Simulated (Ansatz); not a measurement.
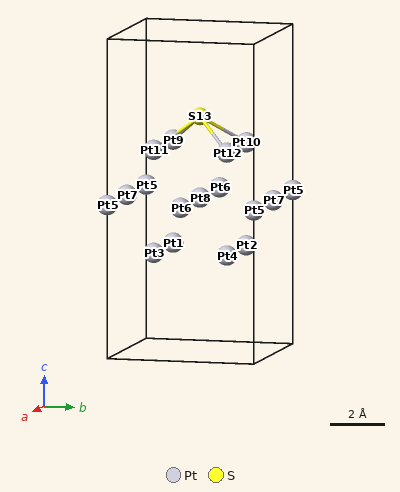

**Figure 1.** The structure as given in the input (ball-and-stick view of the cell of the calculation, with the vacuum cut short, seen slightly off an axis; atoms are numbered from 1 in the order of the input). An atom can appear more than once, as a periodic image.

## What a change does: geometry relaxation on Pt₁₂S

System: Pt₁₂S (slab, 13 atoms in the cell).
Method of the first run: DFT PBE, scalar-relativistic, plane waves, PAW, PAW set soft_1, no spin polarisation (Ansatz 0.2.0).

The structure derives from an entry of the Crystallography Open Database. The input holds or restrains some coordinates. Forces given for the steps count only the free coordinates. Text and figures count atoms from 1; the logs count them from 0 in places.

## Input file, the first run
```yaml
crystal:
  lattice:
    - [5.6143281323, 0.0, 0.0]
    - [0.0, 5.6143281323, 0.0]
    - [0.0, 0.0, 19.3513792169]
  atoms:
    - { symbol: Pt, position: [0.25, 0.25, 0.206703613] }
    - { symbol: Pt, position: [0.25, 0.75, 0.206703613] }
    - { symbol: Pt, position: [0.75, 0.25, 0.206703613] }
    - { symbol: Pt, position: [0.75, 0.75, 0.206703613] }
    - { symbol: Pt, position: [0.0, 0.0, 0.3062504943] }
    - { symbol: Pt, position: [0.0, 0.5, 0.3062504943] }
    - { symbol: Pt, position: [0.5, 0.0, 0.3062504943] }
    - { symbol: Pt, position: [0.5, 0.5, 0.3062504943] }
    - { symbol: Pt, position: [0.25, 0.25, 0.4057271127] }
    - { symbol: Pt, position: [0.25, 0.75, 0.4057271127] }
    - { symbol: Pt, position: [0.75, 0.25, 0.4057271127] }
    - { symbol: Pt, position: [0.75, 0.75, 0.4057271127] }
    - { symbol: S, position: [0.5, 0.5, 0.4630460565] }
basis:
  ecutwfc: 420
kpoints:
  mp_grid: { grid: [5, 5, 1] }
hamiltonian:
  xc: pbe
  pseudopotentials: { kind: paw, azcp: { folder: soft_1 } }
scf:
  occupations: { method: gaussian, width: 0.1 }
output:
  forces: true
  eigenvalues: true
relax:
  adjacent_minimum: "off"
  f_tol: 0.025
  max_steps: 16
  constraints:
    - { sites: [0, 1, 2, 3, 4, 5, 6, 7, 8, 9, 10, 11] }
    - { sites: [12], fix: xy }
efield:
  axis: 3
  dipole_correction: true
  ramp_width: 0.04
```

Command:
```bash
ansatz run input.yaml --threads 8 --pin off --max-ram 22528MiB --backend cpu --events-out ev --progress --plain --runs-dir out
```

Hardware: 8 threads of Arm Neoverse N1, 98 GiB of memory available, shared host.

## Output, shortened to warnings, some set-up lines, iterations and results (the first run)
```
Basis set: ecut = 420 eV, 11901 PW (Γ), exchange–correlation on 80×80×270 points (8 copies of the dense FFT grid, shifted against one another)
Symmetry: 8 space group operations
k-points: 6 of 25
Initial density: superposition of atomic densities (neutral atoms: chi_scale 0, normalization atom)
[...]
SCF iter   1: F=—  HF=-151197.294159 eV  |F-HF|=—  |Δ(HF+E_count)|=         —  Δρ=4.97e-2  dr2=1.83e1  ethr=3.10e-3  p=-0.000 e·Å  D=-1.02e-5 V/Å  ΔV_dip=0.00 eV  …
SCF iter   2: F=—  HF=-151195.370514 eV  |F-HF|=—  |Δ(HF+E_count)|=    1.92e0  Δρ=3.37e-2  dr2=7.81e0  ethr=3.10e-3  p=0.062 e·Å  D=1.83e-2 V/Å  ΔV_dip=-0.35 eV  …
SCF iter   3: F=—  HF=-151193.426844 eV  |F-HF|=—  |Δ(HF+E_count)|=    1.94e0  Δρ=8.37e-3  dr2=8.57e-1  ethr=3.10e-3  p=0.059 e·Å  D=1.75e-2 V/Å  ΔV_dip=-0.34 eV  …
SCF iter   4: F=—  HF=-151193.316621 eV  |F-HF|=—  |Δ(HF+E_count)|=   1.10e-1  Δρ=3.39e-3  dr2=3.43e-1  ethr=3.86e-4  p=0.061 e·Å  D=1.80e-2 V/Å  ΔV_dip=-0.35 eV  …
SCF iter   5: F=—  HF=-151193.296201 eV  |F-HF|=—  |Δ(HF+E_count)|=   2.04e-2  Δρ=1.98e-3  dr2=5.92e-2  ethr=1.54e-4  p=0.068 e·Å  D=2.03e-2 V/Å  ΔV_dip=-0.39 eV  …
[... 28 lines ...]
SCF iter   5: F=-151193.503859 eV  HF=-151193.503859 eV  |F-HF|=4.59e-8  |Δ(HF+E_count)|=   7.57e-8  Δρ=2.44e-6  dr2=9.87e-8  ethr=4.50e-11  p=0.065 e·Å  D=1.93e-2 V/Å  …
SCF iter   6: F=-151193.503859 eV  HF=-151193.503859 eV  |F-HF|=8.73e-10  |Δ(HF+E_count)|=   1.87e-8  Δρ=1.14e-6  dr2=2.03e-8  ethr=4.45e-11  p=0.065 e·Å  D=1.93e-2 V/Å  …
SCF iter   7: F=-151193.503859 eV  HF=-151193.503859 eV  |F-HF|=2.50e-9  |Δ(HF+E_count)|=   1.14e-8  Δρ=5.18e-7  dr2=3.28e-9  ethr=9.13e-12  p=0.065 e·Å  D=1.93e-2 V/Å  …
SCF 4 converged in 7 iterations: F = -151193.503859 eV  dr2 = 3.28e-9
relax step   4: F+E_penalty+E_count = -151193.50385916 eV  Δ(F+E_penalty+E_count) = -1.265e-5 eV  max|allowed force component| = 1.099e-2 eV/Å  Δτ_max = 0.0000 Å  (7 SCF …
SCF converged after 7 iterations
Free energy (F): -151193.503859 eV
Harris-Foulkes:  -151193.503859 eV  (|F-HF|=2.50e-9)
Internal energy: -151193.370860 eV  (E = F + TS)
E sigma→0 (E₀):  -151193.437359 eV
Entropy (-TS):   -0.133000 eV (-10.231 meV/atom)
Fermi energy:    3.435757 eV
Dipole field:    D = 0.019268 V/Å  (p = 0.064950 e·Å, saw-weighted, corrected)
Work function:   Φ+ = 5.2956 eV   Φ− = 5.6685 eV
Levels:          The Fermi level and band energies are counted from a zero that moves with the ramp; work functions are not
--- Per-component energies (eV) ---
  E_band       = -5785.283245
  E_kinetic    = 7258.441532
  E_local      = -241477.500533  (includes V_loc(G=0)·N_el)
  E_nonlocal   = 2482.391218
  E_hartree    = 116546.754100
  E_xc         = -2865.601680
  E_vxc        = -3323.473289  (∫ρ·V_xc dr)
  E_paw        = -114415.190681  (= ΣΔE_a)
  E_vpaw       = -3820.662067  (= ΣTr[D̂ρ^β])
  E_aug_tail   = 0.014010  (compensation charges beyond the density's cutoff)
  E_efield     = 0.000626  (sawtooth field / dipole correction)
  E_vefield    = 1.998317  (∫n·V_field dr)
  E_ewald      = 81277.320550
  E_smearing   = -0.133000  (= −TS)
  E_closure    = -0.000000  (closes the sum)
  Σ components = -151193.503859   (vs F -151193.503859, Δ=0.00e0)
--- Forces (eV/Å), atoms counted from 1 ---
  atom   1  Pt     0.07887670     0.07887670    -0.09663837
  atom   2  Pt     0.07887670    -0.07887670    -0.09663837
  atom   3  Pt    -0.07887670     0.07887670    -0.09663837
  atom   4  Pt    -0.07887670    -0.07887670    -0.09663837
  atom   5  Pt    -0.00000000     0.00000000     0.92160082
  atom   6  Pt    -0.00000000     0.00000000    -0.70928888
  atom   7  Pt     0.00000000     0.00000000    -0.70928888
  atom   8  Pt    -0.00000000     0.00000000    -1.37533890
  atom   9  Pt    -0.34660440    -0.34660440     0.56746911
  atom  10  Pt    -0.34660440     0.34660440     0.56746911
  atom  11  Pt     0.34660440    -0.34660440     0.56746911
  atom  12  Pt     0.34660440     0.34660440     0.56746911
  atom  13  S     -0.00000000     0.00000000    -0.01098894
  max |Σ_I F_I| component: 1.82e-5 eV/Å
--- Relaxed structure (4 steps of the walk, 4 accepted, 0 SCFs on fresh bases) ---
  F+E_penalty+E_count = -151193.50385916 eV   max|allowed force component| = 1.099e-2 eV/Å
  atoms:
    - { symbol: Pt, position: [0.25, 0.25, 0.206703613] }
    - { symbol: Pt, position: [0.25, 0.7500000000000001, 0.206703613] }
    - { symbol: Pt, position: [0.7500000000000001, 0.25, 0.206703613] }
    - { symbol: Pt, position: [0.7500000000000001, 0.7500000000000001, 0.206703613] }
    - { symbol: Pt, position: [0.0, 0.0, 0.3062504943] }
    - { symbol: Pt, position: [0.0, 0.5, 0.3062504943] }
[...]
```

The input of the second run differs as follows (lines with − go, lines with + come):
```diff
-  mp_grid: { grid: [5, 5, 1] }
+  mp_grid: { grid: [5, 5, 1], shift: [0.5, 0.5, 0.0] }
+  algorithm: direct_min
```

How does the second run compare with the first run?

The free energy of the second run is 13.5 meV per atom lower, which comes mainly from the change of mesh; a solver setting shouldn't move a converged energy. The largest force goes from 1.375 to 1.335 eV/Å. On the same kind of shared host the second run took about 4.3 times as long.

## Output, shortened to warnings, some set-up lines, iterations and results (the second run)
```
Basis set: ecut = 420 eV, 11901 PW (Γ), exchange–correlation on 80×80×270 points (8 copies of the dense FFT grid, shifted against one another)
Symmetry: 8 space group operations
k-points: 6 of 25
Initial density: superposition of atomic densities (neutral atoms: chi_scale 0, normalization atom)
[...]
SCF iter   1: F=—  HF=-151197.553981 eV  |F-HF|=—  |Δ(HF+E_count)|=         —  Δρ=5.02e-2  dr2=1.95e1  ethr=8.77e-3  p=-0.000 e·Å  D=-1.02e-5 V/Å  ΔV_dip=0.00 eV  …
SCF iter   2: F=—  HF=-151197.659140 eV  |F-HF|=—  |Δ(HF+E_count)|=   1.05e-1  Δρ=4.40e-2  dr2=2.82e1  ethr=8.77e-3  p=0.217 e·Å  D=6.44e-2 V/Å  ΔV_dip=-1.25 eV  …
SCF iter   3: F=—  HF=-151193.522509 eV  |F-HF|=—  |Δ(HF+E_count)|=    4.14e0  Δρ=6.64e-3  dr2=2.32e0  ethr=8.77e-3  p=0.138 e·Å  D=4.10e-2 V/Å  ΔV_dip=-0.79 eV  …
SCF iter   4: F=—  HF=-151193.451670 eV  |F-HF|=—  |Δ(HF+E_count)|=   7.08e-2  Δρ=1.54e-3  dr2=1.85e-1  ethr=8.14e-5  p=0.049 e·Å  D=1.45e-2 V/Å  ΔV_dip=-0.28 eV  …
SCF iter   5: F=—  HF=-151193.442165 eV  |F-HF|=—  |Δ(HF+E_count)|=   9.50e-3  Δρ=3.62e-4  dr2=2.12e-3  ethr=8.14e-5  p=0.076 e·Å  D=2.26e-2 V/Å  ΔV_dip=-0.44 eV  …
[... 26 lines ...]
SCF iter   2: F=—  HF=-151193.679090 eV  |F-HF|=—  |Δ(HF+E_count)|=   2.19e-7  Δρ=2.42e-5  dr2=1.65e-5  ethr=1.25e-8  p=0.073 e·Å  D=2.15e-2 V/Å  ΔV_dip=-0.42 eV  …
SCF iter   3: F=—  HF=-151193.679087 eV  |F-HF|=—  |Δ(HF+E_count)|=   2.34e-6  Δρ=5.21e-6  dr2=3.75e-7  ethr=1.59e-10  p=0.073 e·Å  D=2.16e-2 V/Å  ΔV_dip=-0.42 eV  …
SCF iter   4: F=-151193.679087 eV  HF=-151193.679087 eV  |F-HF|=8.03e-9  |Δ(HF+E_count)|=   5.49e-8  Δρ=7.87e-7  dr2=8.69e-9  ethr=1.59e-10  p=0.073 e·Å  D=2.16e-2 V/Å  …
SCF 5 converged in 4 iterations: F = -151193.679087 eV  dr2 = 8.69e-9
relax step   5: F+E_penalty+E_count = -151193.67908713 eV  Δ(F+E_penalty+E_count) = -4.044e-5 eV  max|allowed force component| = 7.522e-4 eV/Å  Δτ_max = 0.0029 Å  (4 SCF …
SCF converged after 4 iterations
Stability not checked: this state was not tested for a lower state beside it, because a direct minimisation reached the state, and no test of it is asked (direct_minimisation; see scf.lower_state_search)
Free energy (F): -151193.679087 eV
Harris-Foulkes:  -151193.679087 eV  (|F-HF|=8.03e-9)
Internal energy: -151193.577041 eV  (E = F + TS)
E sigma→0 (E₀):  -151193.628064 eV
Entropy (-TS):   -0.102046 eV (-7.850 meV/atom)
Fermi energy:    3.415473 eV
Dipole field:    D = 0.021588 V/Å  (p = 0.072770 e·Å, saw-weighted, corrected)
Work function:   Φ+ = 5.2962 eV   Φ− = 5.7140 eV
Levels:          The Fermi level and band energies are counted from a zero that moves with the ramp; work functions are not
--- Per-component energies (eV) ---
  E_band       = -5788.673684
  E_kinetic    = 7256.410104
  E_local      = -241429.167600  (includes V_loc(G=0)·N_el)
  E_nonlocal   = 2481.791828
  E_hartree    = 116521.801906
  E_xc         = -2865.377825
  E_vxc        = -3323.188200  (∫ρ·V_xc dr)
  E_paw        = -114414.885574  (= ΣΔE_a)
  E_vpaw       = -3820.386010  (= ΣTr[D̂ρ^β])
  E_aug_tail   = 0.014007  (compensation charges beyond the density's cutoff)
  E_efield     = 0.000785  (sawtooth field / dipole correction)
  E_vefield    = 2.237877  (∫n·V_field dr)
  E_ewald      = 81255.835328
  E_smearing   = -0.102046  (= −TS)
  E_closure    = -0.000000  (closes the sum)
  Σ components = -151193.679087   (vs F -151193.679087, Δ=0.00e0)
--- Forces (eV/Å), atoms counted from 1 ---
  atom   1  Pt     0.07261609     0.07261609    -0.05459260
  atom   2  Pt     0.07261609    -0.07261609    -0.05459260
  atom   3  Pt    -0.07261609     0.07261609    -0.05459260
  atom   4  Pt    -0.07261609    -0.07261609    -0.05459260
  atom   5  Pt     0.00000000     0.00000000     0.79468311
  atom   6  Pt     0.00000000     0.00000000    -0.68550741
  atom   7  Pt     0.00000000     0.00000000    -0.68550741
  atom   8  Pt     0.00000000     0.00000000    -1.33487602
  atom   9  Pt    -0.34291618    -0.34291618     0.53222262
  atom  10  Pt    -0.34291618     0.34291618     0.53222262
  atom  11  Pt     0.34291618    -0.34291618     0.53222262
  atom  12  Pt     0.34291618     0.34291618     0.53222262
  atom  13  S     -0.00000000     0.00000000     0.00075218
  max |Σ_I F_I| component: 6.45e-5 eV/Å
--- Relaxed structure (5 steps of the walk, 5 accepted, 0 SCFs on fresh bases) ---
  F+E_penalty+E_count = -151193.67908713 eV   max|allowed force component| = 7.522e-4 eV/Å
  atoms:
    - { symbol: Pt, position: [0.25, 0.25, 0.206703613] }
    - { symbol: Pt, position: [0.25, 0.7500000000000001, 0.206703613] }
    - { symbol: Pt, position: [0.7500000000000001, 0.25, 0.206703613] }
[...]
```

## The two runs side by side

```csv
quantity,the first run,the second run
outcome,converged,converged
free energy per atom (eV),−11630.2695,−11630.2830
"energy per atom, smearing taken to zero (eV)",−11630.2644,−11630.2791
gap on the mesh (eV),0.00,0.00
work function (eV),5.30,–
largest force (eV/Å),1.375,1.335
SCF iterations,30,–
irreducible k-points,6,6
wall time (shared host),58 s,4.2 min
```

For both runs: Spin–orbit coupling is left out, which matters for Pt.
